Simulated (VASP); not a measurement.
**Run report: Ga₂O₃, geometry relaxation (part 4 of 4)**

The same run, continued: Ga₂O₃ (C2/m, 10 atoms in the cell); Kohn-Sham DFT of a periodic cell, PBEsol, VASP PAW PBE potentials, recommended, no spin polarisation (VASP 6.6.1); cutoff 600 eV, 10×10×6 k-mesh, Gaussian smearing of 0.03 eV. The structure derives from an entry of the Crystallography Open Database.

Geometry of the input (Å; fractional positions):
```
6.1070  -1.5186  0.0000
6.1070  1.5186  0.0000
-1.3860  0.0000  5.6300
Ga 0.0905  0.0905  0.7946
Ga 0.9095  0.9095  0.2054
Ga 0.6587  0.6587  0.3140
Ga 0.3413  0.3413  0.6860
O  0.1645  0.1645  0.1098
O  0.8355  0.8355  0.8902
O  0.1733  0.1733  0.5632
O  0.8267  0.8267  0.4368
O  0.4959  0.4959  0.2566
O  0.5041  0.5041  0.7434
```

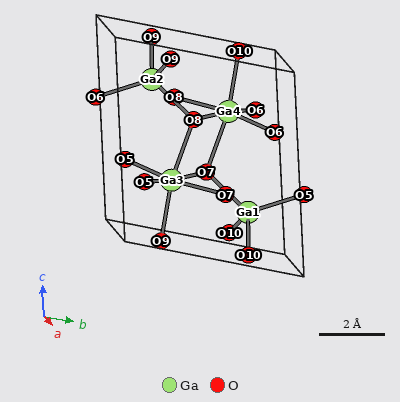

The geometry at step 9 of the log (ball-and-stick view of the reduced cell, seen slightly off an axis; bonded neighbours outside the cell are drawn too; atoms are numbered from 1 in the order of the input).

Trajectory as extended XYZ, continued:
```
10
Lattice="6.1341 -1.5253 0.0014 6.1341 1.5253 0.0014 -1.3909 0.0000 5.6488" Properties=species:S:1:pos:R:3:forces:R:3 step=5 energy=-63.90735
Ga    0.0049    0.0000    4.4907    0.0127   0.0000   0.0017
Ga   10.8725    0.0000    1.1608   -0.0127   0.0000  -0.0017
Ga    7.6427    0.0000    1.7765    0.0030   0.0000   0.0064
Ga    3.2348    0.0000    3.8751   -0.0030   0.0000  -0.0064
O     1.8691    0.0000    0.6190    0.0181   0.0000  -0.0116
O     9.0084    0.0000    5.0326   -0.0181   0.0000   0.0116
O     1.3436    0.0000    3.1803   -0.0149   0.0000   0.0044
O     9.5339    0.0000    2.4712    0.0149   0.0000  -0.0044
O     5.7289    0.0000    1.4508    0.0126   0.0000  -0.0091
O     5.1485    0.0000    4.2007   -0.0126   0.0000   0.0091
10
Lattice="6.1368 -1.5253 0.0038 6.1368 1.5253 0.0038 -1.3892 0.0000 5.6467" Properties=species:S:1:pos:R:3:forces:R:3 step=6 energy=-63.90750
Ga    0.0065    0.0000    4.4898    0.0053   0.0000  -0.0021
Ga   10.8779    0.0000    1.1646   -0.0053   0.0000   0.0021
Ga    7.6466    0.0000    1.7792    0.0052   0.0000   0.0000
Ga    3.2378    0.0000    3.8752   -0.0052   0.0000   0.0000
O     1.8715    0.0000    0.6190    0.0127   0.0000   0.0019
O     9.0130    0.0000    5.0354   -0.0127   0.0000  -0.0019
O     1.3451    0.0000    3.1800   -0.0029   0.0000  -0.0021
O     9.5394    0.0000    2.4744    0.0029   0.0000   0.0021
O     5.7323    0.0000    1.4521    0.0155   0.0000  -0.0076
O     5.1522    0.0000    4.2023   -0.0155   0.0000   0.0076
10
Lattice="6.1414 -1.5253 0.0080 6.1414 1.5253 0.0080 -1.3864 0.0000 5.6432" Properties=species:S:1:pos:R:3:forces:R:3 step=8 energy=-63.90751
Ga    0.0093    0.0000    4.4881   -0.0124   0.0000  -0.0044
Ga   10.8871    0.0000    1.1711    0.0124   0.0000   0.0044
Ga    7.6534    0.0000    1.7839    0.0059   0.0000  -0.0085
Ga    3.2430    0.0000    3.8753   -0.0059   0.0000   0.0085
O     1.8756    0.0000    0.6191    0.0034   0.0000   0.0241
O     9.0208    0.0000    5.0401   -0.0034   0.0000  -0.0241
O     1.3476    0.0000    3.1795    0.0167   0.0000  -0.0132
O     9.5488    0.0000    2.4797   -0.0167   0.0000   0.0132
O     5.7379    0.0000    1.4541    0.0209   0.0000  -0.0053
O     5.1585    0.0000    4.2051   -0.0209   0.0000   0.0053
10
Lattice="6.1392 -1.5253 0.0060 6.1392 1.5253 0.0060 -1.3878 0.0000 5.6449" Properties=species:S:1:pos:R:3:forces:R:3 step=9 energy=-63.90755
Ga    0.0080    0.0000    4.4889   -0.0070   0.0000   0.0006
Ga   10.8826    0.0000    1.1679    0.0070   0.0000  -0.0006
Ga    7.6501    0.0000    1.7816    0.0038   0.0000  -0.0006
Ga    3.2405    0.0000    3.8752   -0.0038   0.0000   0.0006
O     1.8736    0.0000    0.6190    0.0078   0.0000   0.0133
O     9.0170    0.0000    5.0378   -0.0078   0.0000  -0.0133
O     1.3464    0.0000    3.1798    0.0064   0.0000  -0.0080
O     9.5442    0.0000    2.4771   -0.0064   0.0000   0.0080
O     5.7351    0.0000    1.4531    0.0183   0.0000  -0.0067
O     5.1554    0.0000    4.2037   -0.0183   0.0000   0.0067
10
Lattice="6.1396 -1.5244 0.0088 6.1396 1.5244 0.0088 -1.3853 0.0000 5.6423" Properties=species:S:1:pos:R:3:forces:R:3 step=11 energy=-63.90763
Ga    0.0094    0.0000    4.4876    0.0043   0.0000   0.0065
Ga   10.8845    0.0000    1.1722   -0.0043   0.0000  -0.0065
Ga    7.6516    0.0000    1.7846    0.0114   0.0000   0.0007
Ga    3.2424    0.0000    3.8751   -0.0114   0.0000  -0.0007
O     1.8758    0.0000    0.6200    0.0036   0.0000  -0.0077
O     9.0182    0.0000    5.0398   -0.0036   0.0000   0.0077
O     1.3480    0.0000    3.1787   -0.0041   0.0000   0.0011
O     9.5460    0.0000    2.4810    0.0041   0.0000  -0.0011
O     5.7376    0.0000    1.4542    0.0084   0.0000  -0.0042
O     5.1564    0.0000    4.2056   -0.0084   0.0000   0.0042
10
Lattice="6.1396 -1.5245 0.0084 6.1396 1.5245 0.0084 -1.3856 0.0000 5.6426" Properties=species:S:1:pos:R:3:forces:R:3 step=12 energy=-63.90763
Ga    0.0093    0.0000    4.4877   -0.0003   0.0000   0.0073
Ga   10.8843    0.0000    1.1717    0.0003   0.0000  -0.0073
Ga    7.6514    0.0000    1.7843    0.0120   0.0000   0.0018
Ga    3.2421    0.0000    3.8752   -0.0120   0.0000  -0.0018
O     1.8755    0.0000    0.6199    0.0047   0.0000  -0.0050
O     9.0181    0.0000    5.0396   -0.0047   0.0000   0.0050
O     1.3478    0.0000    3.1789   -0.0031   0.0000  -0.0003
O     9.5458    0.0000    2.4806    0.0031   0.0000   0.0003
O     5.7373    0.0000    1.4540    0.0097   0.0000  -0.0043
O     5.1563    0.0000    4.2054   -0.0097   0.0000   0.0043
10
Lattice="6.1404 -1.5243 0.0092 6.1404 1.5243 0.0092 -1.3851 0.0000 5.6428" Properties=species:S:1:pos:R:3:forces:R:3 step=14 energy=-63.90766
Ga    0.0098    0.0000    4.4885   -0.0067   0.0000   0.0002
Ga   10.8860    0.0000    1.1727    0.0067   0.0000  -0.0002
Ga    7.6533    0.0000    1.7855    0.0066   0.0000  -0.0033
Ga    3.2424    0.0000    3.8757   -0.0066   0.0000   0.0033
O     1.8769    0.0000    0.6199    0.0038   0.0000  -0.0026
O     9.0189    0.0000    5.0413   -0.0038   0.0000   0.0026
O     1.3482    0.0000    3.1791   -0.0045   0.0000   0.0032
O     9.5476    0.0000    2.4821    0.0045   0.0000  -0.0032
O     5.7393    0.0000    1.4542   -0.0031   0.0000  -0.0040
O     5.1564    0.0000    4.2070    0.0031   0.0000   0.0040
```

Summary:

```tsv
quantity	value
outcome	converged
space group (tolerance 0.01 Å)	C2/m (12)
electrons treated	88
free energy	−63.9077 eV
gap on the k-point mesh	2.22 eV
pressure	−0.03 GPa
final volume	105.67 Å³
largest force (length of the vector) at the end	0.007 eV/Å
final cell	a = 6.327 Å, b = 6.327 Å, c = 5.810 Å, α = 103.29°, β = 103.29°, γ = 27.88°
wall time	81 min (CPU time 5.2 h)
peak memory	0.96 GiB
```
